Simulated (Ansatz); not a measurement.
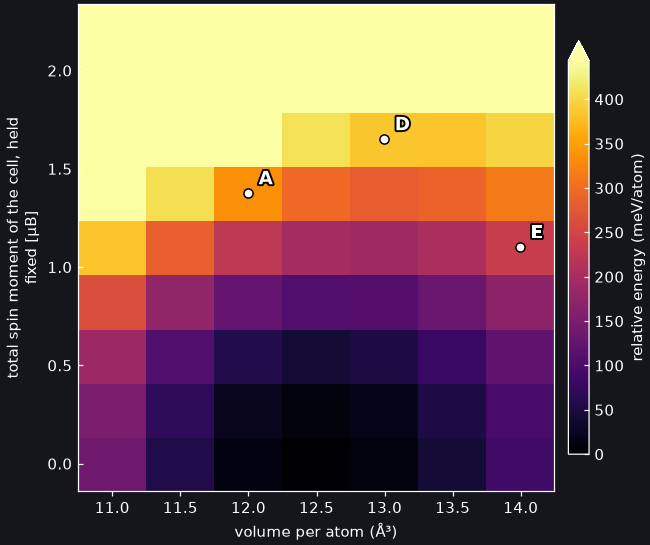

CoSi2 (Fm-3m, No. 225; 3 atoms in the cell). The energy is mapped over volume and a fixed ferromagnetic moment. Coordinates scanned: (1) volume per atom; (2) total spin moment of the cell, held fixed. Nothing is relaxed (shape and fractional coordinates fixed). The scan uses a 7 × 9 grid. Points are written as (first, second). Energies: meV/atom, counted from the lowest grid point. The moment is held fixed and parallel; antiferromagnetic orders weren't tried. Level of theory: Ansatz 0.2.0, DFT PBEsol, scalar-relativistic, plane waves, PAW. Settings: cutoff 520 eV, k-mesh 14×14×14, gaussian smearing 0.15 eV.

In the figure: one coloured cell a grid point, one colour for all values above the top of the scale, lettered points.

What kind of point is each of A, D: minimum, saddle, maximum or slope?

Answer. A: on a slope; D: on a slope. (In these two coordinates alone; a stationary point may lie a little off the grid point.)

Rank the lettered points by energy, lowest first.

Answer. E (235 meV/atom), A (336 meV/atom), D (385 meV/atom).

PAW datasets: the set soft_1.
